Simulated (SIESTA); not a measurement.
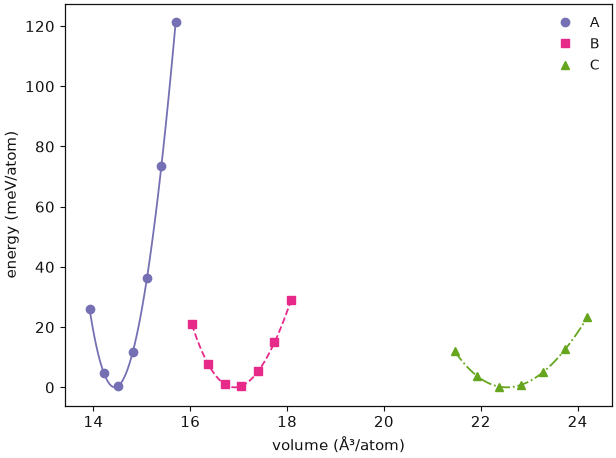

The plot gives the computed energy against volume, with one curve for each compound, for Ge, Re and TiSe (all in space group P6_3/mmc (No. 194)). The labels are replaced by letters.

Method: DFT in numerical atomic orbitals with pseudopotentials, no spin polarisation; energies at scaled volumes of the given cell, shape and fractions fixed, counted from the fit's minimum, third-order Birch-Murnaghan fit (SIESTA 5.4.2). Level: LDA.

```csv
setting,value
occupations,Fermi–Dirac
smearing width,0.05 eV
potentials,"PseudoDojo 0.4 standard, converted to PSML, two zetas on semicore shells"
```

**Which letter stands for which compound?**

A: Re; B: TiSe; C: Ge.

Caveats: mulliken charges of long orbitals; short basis over semicore shells (Re); shape and atomic fractions are frozen while scaling, which makes layered, chain and framework solids too stiff.
